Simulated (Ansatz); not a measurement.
**PtS₂: band-structure calculation (part 1 of 2)**

The run: band-structure calculation of PtS₂ (3 atoms in the cell). Method and program: Hartree-Fock, plane waves, PAW, no spin polarisation (Ansatz 0.2.0).

The structure was built on a prototype by a generator. The geometry comes from this level: r2scan-rvv10. Figures and captions count atoms from 1; the log counts them from 0 in places.

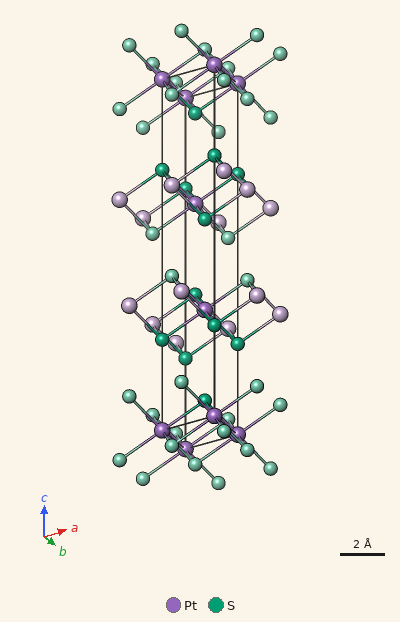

**Figure 1.** The input geometry (ball-and-stick view of the cell 3 times as large as that of the calculation, set on its symmetry axes, seen at an oblique angle; neighbours outside the cell are drawn fainter). An atom can appear more than once, as a periodic image.

### The input
```yaml
crystal:
  lattice:
    - [1.7644428793, 1.0187015713, 5.5230471123]
    - [-1.7644428793, 1.0187015713, 5.5230471123]
    - [0.0, -2.0374031427, 5.5230471123]
  atoms:
    - { symbol: Pt, position: [0.0, 0.0, 0.0] }
    - { symbol: S, position: [0.2583047974, 0.2583047974, 0.2583047974] }
    - { symbol: S, position: [0.7416952026, 0.7416952026, 0.7416952026] }
kpoints:
  mp_grid: { grid: [6, 6, 6] }
  band_path:
    path:
      - [0.0, 0.0, 0.0]
      - [0.5, 0.5, 0.5]
      - [0.8106532212, 0.1893467788, 0.5]
      - [0.5, -0.1893467788, 0.1893467788]
      - [0.5, 0.0, 0.0]
      - [0.3446733894, -0.3446733894, 0.0]
      - [0.6553266106, 0.0, 0.3446733894]
      - [0.5, 0.0, 0.5]
      - [0.192708, 0.192708, 0.367188]
      - [0.0, 0.242188, -0.242188]
      - [0.25, 0.25, -0.5]
    npoints: 1
hamiltonian:
  xc: hf
scf:
  occupations: { method: fixed }
  n_extra_bands: 4
output:
  forces: true
  stress: true
  eigenvalues: true
  write_density: true
  write_potential: true
  elf: true
  volumetric_format: npy
```

Launch command:
```bash
ansatz run input.yaml --threads 2 --pin off --max-ram 2211MiB --backend cpu --events-out ev --progress --plain --runs-dir out
```

### Log
```
Warning: output.stress: scf.convergence.dr2_threshold = 1e-7 eV (the SCF's general default) is looser than the 3e-10 eV advised for a printed stress (1e-10 eV for each atom of the cell: 3). What an SCF threshold leaves in a stress goes as its square root, and in the free energy as the threshold itself, and one threshold admits the most on a small cell: of the crystals measured, under no hybrid functional and no lock of the moments, on runs that ended without the residual-converged pass, on stresses that held no estimate of that error, the worst erred by over 100 MPa in a component at 1e-7 eV an atom and by under 5 at 1e-10. Set scf.convergence.dr2_threshold to 3e-10 eV or tighter. The threshold is an SCF's pass mark: one that does not reach it within its budget of iterations ends unconverged, or closes short of it on a stop that the run arms, and scf.convergence.dr2_threshold's page says what that costs each kind of run
Warning: output.stress: scf.exx.energy_threshold = 1e-6 eV is looser than the 3e-8 eV advised for a stress under a hybrid functional (1e-8 eV for each atom of the cell: 3). Every SCF of the exchange loop can meet its threshold on dr2 while the loop round them stops early: no threshold on dr2 bounds what that leaves in the stress. Set scf.exx.energy_threshold to 3e-8 eV or tighter. The threshold is the loop's pass mark: a loop that does not reach it within its budget of cycles ends unconverged, and scf.exx.energy_threshold's page has the law
basis.fft_grid_basis auto: the FFT boxes are laid along the combinations [[1, -1, 0], [0, 1, 0], [0, -1, 1]] of the cell's own vectors, 3.529, 5.887 and 3.529 Å long. The dense box has 24×40×24 points. Along the cell's own vectors, as sized, it would have 40×40×40, 2.78 times as many. Of the 12 symmetry operations that the crystal satisfies within crystal.symmetry.tolerance (time reversal apart; of a slab, those that keep its plane) the dense box along the cell's own vectors carries 12, and the one as laid loses 8 of those. basis.fft_grid_basis: typed keeps the cell's own vectors: state it where this run's energies or levels are differenced outside the engine with another run's, or held beside a run that keeps those vectors. Those combinations have planes normal to reciprocal vector 3, as the cell's own vectors have. Each planar average written beside output.write_density, output.write_potential has a row for each plane of the box: 24. The volumetric files lie along those combinations, not along the cell's own vectors: a cube or XSF file states them, and fields.json those of NumPy files.
scf.n_extra_bands = 4 over 15 filled bands (N_el = 30.0): the run solves 19 bands
Engine: ansatz 0.2.0, aarch64-unknown-linux-gnu
Pseudopotentials: kind: paw
Pseudopotential: Pt, paw, valence charge 18, recommended cutoff 420 eV (normal), Pt.paw.azcp
Pseudopotential: S, paw, valence charge 6, recommended cutoff 420 eV (normal), S.paw.azcp
Functional definition: HF
  exchange = exact_x
  correlation = 0
davidson cushion auto → on  (no smearing: the cushion is to keep the highest requested band from converging to the state above it; pin scf.eigensolver.cushion to override)
Crystal: 3 atoms, lattice volume = 59.564 Å³
Basis set: ecut = 420 eV, 1171 PW (Γ), FFT grids on a1−a2, a2, −a2+a3
Bands: 19, of which v1, the nominal top of the filled ones, is band 15 counted from 1 (14 counted from 0)
Symmetry: 12 space group operations
Space group: R-3m (ITA 166), of the structure as read, at distance tolerance 3.9e-5 Å
k-points: 32 of 216
Non-local potential: Pt, projectors of the file, l = 0: 3, l = 1: 2, l = 2: 2, l = 3: 1
Non-local potential: S, projectors of the file, l = 0: 2, l = 1: 2, l = 2: 2
PAW form: soft (Blöchl's): semilocal exchange-correlation on the pseudo side does not see the compensation charge
PAW frozen core: Pt, regenerated for the run's functional, and the local potential with it (the file was generated under x = pbe(κ = 0.804, μ = 0.2195149727645171), c = pbe(β = 0.06672455060314922))
PAW frozen core: S, regenerated for the run's functional, and the local potential with it (the file was generated under x = pbe(κ = 0.804, μ = 0.2195149727645171), c = pbe(β = 0.06672455060314922))
PAW one-centre angular grid: Pt, 590 points (default); XC on 64 Gauss nodes
PAW one-centre angular grid: S, 110 points (default); XC on 64 Gauss nodes
Initial density: superposition of atomic densities (neutral atoms: chi_scale 0, normalization atom), corrected by the library's trained network
Initial wavefunctions: pseudopotential atomic-orbital guess
Functional: x = pbe(κ = 0.804, μ = 0.2195149727645171), c = none, warm-up for x = 0 pbe(κ = 0.804, μ = 0.2195149727645171) + 1 exact, c = none
SCF iter   1: F=—  HF=-14162.952324 eV  |F-HF|=—  |Δ(HF+E_count)|=         —  Δρ=2.22e-2  dr2=4.30e-1  ethr=1.77e-3  ⟨swp⟩=8.6  Hψ=2746  notcnv=0
preconditioner: auto → none  [insulator: Δε(μ)=1.414 eV  Ē_g=9.557 eV  n_scr=16 (ndim 8)  ℏωp=22.6 eV  f_vac=0.052]
SCF iter   2: F=—  HF=-14163.030780 eV  |F-HF|=—  |Δ(HF+E_count)|=   7.85e-2  Δρ=2.62e-2  dr2=8.38e-1  ethr=1.43e-3  ⟨swp⟩=3.7  Hψ=1799  notcnv=0
SCF iter   3: F=—  HF=-14162.879412 eV  |F-HF|=—  |Δ(HF+E_count)|=   1.51e-1  Δρ=6.89e-3  dr2=6.00e-2  ethr=1.43e-3  ⟨swp⟩=3.0  Hψ=1457  notcnv=0
iter 4 solved again at ethr=3.59e-6 eV; its pass at ethr=2.00e-4 eV (dr2=1.08e-3 eV) is discarded
SCF iter   4: F=—  HF=-14162.869760 eV  |F-HF|=—  |Δ(HF+E_count)|=   9.65e-3  Δρ=1.13e-3  dr2=1.06e-3  ethr=3.59e-6  ⟨swp⟩=3.0  Hψ=3047  notcnv=0
SCF iter   5: F=-14162.869529 eV  HF=-14162.869558 eV  |F-HF|=2.89e-5  |Δ(HF+E_count)|=   2.03e-4  Δρ=2.61e-4  dr2=4.32e-5  ethr=3.53e-6  ⟨swp⟩=2.0  Hψ=1344  notcnv=0
SCF 1 stopped early in 5 iterations: F = -14162.869529 eV  dr2 = 4.32e-5
  greatest PAW one-centre occupation: 1.000 electrons in one spin orbital (limit 2), on the Pt atom at site 0 (counted from 0), in its partial waves of l = 0
Initial density: handed on by an earlier stage of this run
Initial wavefunctions: those handed on with the density
Functional: x = 0 pbe(κ = 0.804, μ = 0.2195149727645171) + 1 exact, c = none
Frozen-core exchange: fock
SCF iter   1: F=—  HF=-14166.974125 eV  |F-HF|=—  |Δ(HF+E_count)|=         —  Δρ=1.96e-2  dr2=8.74e-2  ethr=1.44e-6  ⟨swp⟩=6.9  Hψ=3323  notcnv=0
preconditioner: auto → none  [insulator: Δε(μ)=6.613 eV  Ē_g=18.965 eV  n_scr=16 (ndim 8)  ℏωp=22.6 eV  f_vac=0.054]
SCF iter   2: F=—  HF=-14166.924856 eV  |F-HF|=—  |Δ(HF+E_count)|=   4.93e-2  Δρ=7.93e-3  dr2=1.83e-1  ethr=1.44e-6  ⟨swp⟩=4.0  Hψ=2428  notcnv=0
SCF iter   3: F=—  HF=-14167.497719 eV  |F-HF|=—  |Δ(HF+E_count)|=   5.73e-1  Δρ=1.04e-2  dr2=8.00e-2  ethr=1.44e-6  ⟨swp⟩=5.2  Hψ=2865  notcnv=0
SCF iter   4: F=—  HF=-14167.647127 eV  |F-HF|=—  |Δ(HF+E_count)|=   1.49e-1  Δρ=8.83e-3  dr2=5.25e-2  ethr=1.44e-6  ⟨swp⟩=4.9  Hψ=2512  notcnv=0
SCF iter   5: F=—  HF=-14167.681138 eV  |F-HF|=—  |Δ(HF+E_count)|=   3.40e-2  Δρ=5.26e-3  dr2=1.77e-2  ethr=1.44e-6  ⟨swp⟩=4.7  Hψ=2450  notcnv=0
SCF iter   6: F=—  HF=-14167.690207 eV  |F-HF|=—  |Δ(HF+E_count)|=   9.07e-3  Δρ=9.94e-4  dr2=1.82e-3  ethr=1.44e-6  ⟨swp⟩=4.8  Hψ=2508  notcnv=0
SCF iter   7: F=—  HF=-14167.691662 eV  |F-HF|=—  |Δ(HF+E_count)|=   1.45e-3  Δρ=1.10e-3  dr2=1.55e-3  ethr=1.44e-6  ⟨swp⟩=4.0  Hψ=1975  notcnv=0
SCF iter   8: F=-14167.690827 eV  HF=-14167.691074 eV  |F-HF|=2.47e-4  |Δ(HF+E_count)|=   5.87e-4  Δρ=4.37e-4  dr2=2.76e-4  ethr=1.44e-6  ⟨swp⟩=3.8  Hψ=1717  notcnv=0
SCF 2 stopped early in 8 iterations: F = -14167.690827 eV  dr2 = 2.76e-4
  Residual-converged pass: ⟨swp⟩=4.0  Hψ=1948  notcnv=0  max |occ|·‖R‖ = 6.6e-6 eV (tolerance 6.7e-6 eV)  dr2=2.75e-4  dr2_onsite=8.29e-6  max |Δocc| = 0.0e0
  greatest PAW one-centre occupation: 1.002 electrons in one spin orbital (limit 2), on the Pt atom at site 0 (counted from 0), in its partial waves of l = 0
hybrid outer 1: dexx = +1.603e0 eV, tail = 1.25e-2 eV
Frozen-core exchange: fock
SCF iter   1: F=—  HF=-14167.683622 eV  |F-HF|=—  |Δ(HF+E_count)|=         —  Δρ=8.00e-4  dr2=1.57e-4  ethr=2.08e-4  ⟨swp⟩=3.0  Hψ=1540  notcnv=0
preconditioner: auto → none  [insulator: Δε(μ)=7.749 eV  Ē_g=19.573 eV  n_scr=16 (ndim 8)  ℏωp=22.6 eV  f_vac=0.061]
SCF iter   2: F=—  HF=-14167.684007 eV  |F-HF|=—  |Δ(HF+E_count)|=   3.85e-4  Δρ=4.04e-4  dr2=6.72e-5  ethr=3.22e-7  ⟨swp⟩=4.2  Hψ=2021  notcnv=0
SCF iter   3: F=—  HF=-14167.684027 eV  |F-HF|=—  |Δ(HF+E_count)|=   2.05e-5  Δρ=1.44e-4  dr2=7.19e-6  ethr=1.61e-7  ⟨swp⟩=3.6  Hψ=1791  notcnv=0  defer=4
SCF iter   4: F=—  HF=-14167.684030 eV  |F-HF|=—  |Δ(HF+E_count)|=   3.23e-6  Δρ=8.64e-5  dr2=8.14e-6  ethr=1.97e-8  ⟨swp⟩=4.3  Hψ=2026  notcnv=0  defer=2
SCF iter   5: F=-14167.684030 eV  HF=-14167.684030 eV  |F-HF|=1.26e-7  |Δ(HF+E_count)|=   3.34e-7  Δρ=1.23e-5  dr2=1.86e-7  ethr=1.75e-8  ⟨swp⟩=3.7  Hψ=1755  notcnv=0  defer=5
SCF 3 stopped early in 5 iterations: F = -14167.684030 eV  dr2 = 1.86e-7
  Residual-converged pass: ⟨swp⟩=3.0  Hψ=1685  notcnv=0  max |occ|·‖R‖ = 5.6e-6 eV (tolerance 6.7e-6 eV)  dr2=1.87e-7  dr2_onsite=3.72e-9  max |Δocc| = 0.0e0
hybrid outer 2: dexx = +6.975e-4 eV, tail = 1.15e-4 eV, Δε = 2.62e-2 eV (about 3.35e-3 eV left of the loop's levels), ΔF = 3.33e-2 eV/Å (tail 4.28e-2)
Frozen-core exchange: fock
SCF iter   1: F=—  HF=-14167.684156 eV  |F-HF|=—  |Δ(HF+E_count)|=         —  Δρ=2.05e-4  dr2=1.11e-5  ethr=1.91e-6  ⟨swp⟩=3.2  Hψ=1495  notcnv=0
preconditioner: auto → none  [insulator: Δε(μ)=7.751 eV  Ē_g=19.568 eV  n_scr=16 (ndim 8)  ℏωp=22.6 eV  f_vac=0.061]
SCF iter   2: F=—  HF=-14167.684170 eV  |F-HF|=—  |Δ(HF+E_count)|=   1.45e-5  Δρ=1.57e-4  dr2=4.69e-6  ethr=1.80e-8  ⟨swp⟩=3.8  Hψ=1946  notcnv=0  defer=3
SCF iter   3: F=—  HF=-14167.684171 eV  |F-HF|=—  |Δ(HF+E_count)|=   9.48e-7  Δρ=2.58e-5  dr2=1.16e-6  ethr=1.04e-8  ⟨swp⟩=4.2  Hψ=2134  notcnv=0  defer=2
SCF iter   4: F=—  HF=-14167.684171 eV  |F-HF|=—  |Δ(HF+E_count)|=   3.17e-7  Δρ=9.09e-6  dr2=4.95e-8  ethr=2.16e-9  ⟨swp⟩=4.0  Hψ=1895  notcnv=0  defer=5
SCF iter   5: F=—  HF=-14167.684171 eV  |F-HF|=—  |Δ(HF+E_count)|=   3.06e-9  Δρ=2.67e-6  dr2=4.28e-9  ethr=1.07e-10  ⟨swp⟩=4.2  Hψ=1952  notcnv=0  defer=14
SCF iter   6: F=—  HF=-14167.684171 eV  |F-HF|=—  |Δ(HF+E_count)|=   3.51e-9  Δρ=9.74e-7  dr2=1.08e-9  ethr=1.15e-11  ⟨swp⟩=4.3  Hψ=2019  notcnv=0  defer=22
SCF iter   7: F=-14167.684171 eV  HF=-14167.684171 eV  |F-HF|=6.91e-11  |Δ(HF+E_count)|=  2.04e-10  Δρ=3.41e-7  dr2=1.06e-10  ethr=3.01e-12  ⟨swp⟩=4.0  Hψ=1776  notcnv=0  defer=28
SCF 4 converged in 7 iterations: F = -14167.684171 eV  dr2 = 1.06e-10
  Residual-converged pass: ⟨swp⟩=2.6  Hψ=1240  notcnv=0  max |occ|·‖R‖ = 3.2e-7 eV (tolerance 3.2e-7 eV)  dr2=1.06e-10  dr2_onsite=1.79e-12  max |Δocc| = 0.0e0
hybrid outer 3: dexx = +4.489e-5 eV, tail = 5.58e-6 eV, Δε = 1.08e-2 eV (about 1.57e-3 eV left of the loop's levels), ΔF = 3.42e-3 eV/Å (tail 4.84e-3)
Frozen-core exchange: fock
SCF iter   1: F=—  HF=-14167.684177 eV  |F-HF|=—  |Δ(HF+E_count)|=         —  Δρ=1.73e-5  dr2=4.10e-8  ethr=2.43e-8  ⟨swp⟩=3.5  Hψ=1532  notcnv=0
preconditioner: auto → none  [insulator: Δε(μ)=7.754 eV  Ē_g=19.570 eV  n_scr=16 (ndim 8)  ℏωp=22.6 eV  f_vac=0.061]
SCF iter   2: F=—  HF=-14167.684177 eV  |F-HF|=—  |Δ(HF+E_count)|=   8.71e-8  Δρ=8.26e-6  dr2=6.46e-9  ethr=1.21e-10  ⟨swp⟩=3.9  Hψ=1726  notcnv=0  defer=11
SCF iter   3: F=—  HF=-14167.684177 eV  |F-HF|=—  |Δ(HF+E_count)|=   4.06e-9  Δρ=2.00e-6  dr2=2.15e-9  ethr=2.01e-11  ⟨swp⟩=4.0  Hψ=1895  notcnv=0  defer=12
SCF iter   4: F=—  HF=-14167.684177 eV  |F-HF|=—  |Δ(HF+E_count)|=  1.96e-10  Δρ=1.31e-6  dr2=1.95e-9  ethr=5.78e-12  ⟨swp⟩=3.9  Hψ=1895  notcnv=0  defer=19
SCF iter   5: F=-14167.684177 eV  HF=-14167.684177 eV  |F-HF|=4.37e-10  |Δ(HF+E_count)|=  5.13e-10  Δρ=6.62e-7  dr2=5.24e-10  ethr=5.28e-12  ⟨swp⟩=2.9  Hψ=1383  notcnv=0  defer=20
SCF 5 converged in 5 iterations: F = -14167.684177 eV  dr2 = 5.24e-10
  Residual-converged pass: ⟨swp⟩=3.0  Hψ=1441  notcnv=0  max |occ|·‖R‖ = 3.1e-7 eV (tolerance 3.2e-7 eV)  dr2=5.17e-10  dr2_onsite=2.12e-11  max |Δocc| = 0.0e0
```

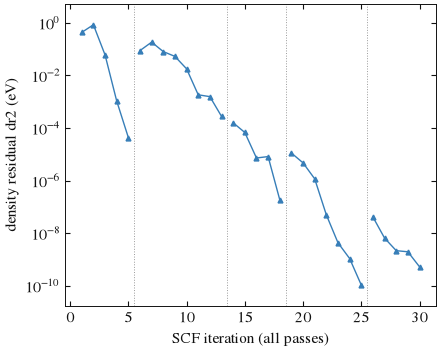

**Figure 2.** Convergence of the self-consistent field: density residual dr2 against the SCF iteration. The run starts with a semilocal functional; after that each stretch between dotted lines is one SCF of the hybrid functional between two exact rebuilds of the exchange operator by the outer loop. Early passes are stopped at a loose threshold. The 5 passes take 5 to 8 iterations each, 30 in all.

```
hybrid outer 4: dexx = +8.173e-8 eV, tail = 7.78e-8 eV, Δε = 2.96e-4 eV (about 5.10e-5 eV left of the loop's levels), ΔF = 1.08e-4 eV/Å (tail 5.48e-4)
NSCF: frozen V_eff on 11 k-points
hybrid SCF converged: 4 outer / 25 inner (+5 warm-up), last move |dexx| = 8.17e-8 eV, tail = 7.78e-8 eV
Stability not checked: this state was not tested for a lower state beside it, because the functional holds exact exchange (a hybrid, or Hartree-Fock), whose exchange loop this test does not read (fock_operator; see scf.lower_state_search)
Free energy (F): -14167.684177 eV
Frozen-core exchange: fock
Harris-Foulkes:  -14167.684177 eV  (|F-HF|=4.37e-10)
Internal energy: -14167.684177 eV  (E = F + TS)
E sigma→0 (E₀):  -14167.684177 eV
Fermi energy:    6.883075 eV
--- Per-component energies (eV) ---
  E_band       = -596.156850
  E_kinetic    = 845.294723
  E_local      = -3398.312741  (includes V_loc(G=0)·N_el)
  E_nonlocal   = 253.820669
  E_hartree    = 1354.231042
  E_xc         = 0.000000
  E_vxc        = 0.000000  (∫ρ·V_xc dr)
  E_exx        = -396.106307  (= α·E_x^exact, valence–valence)
  E_paw        = -10549.617886  (= ΣΔE_a)
  E_vpaw       = -213.210894  (= ΣTr[D̂ρ^β])
  E_aug_tail   = 0.000186  (compensation charges beyond the density's cutoff)
  E_ewald      = -2268.503411
  E_core_change = -8.490452  (= ΣΔE_core)
  E_smearing   = -0.000000  (= −TS)
  E_closure    = 0.000001  (closes the sum)
  Σ components = -14167.684177   (vs F -14167.684177, Δ=0.00e0)
```
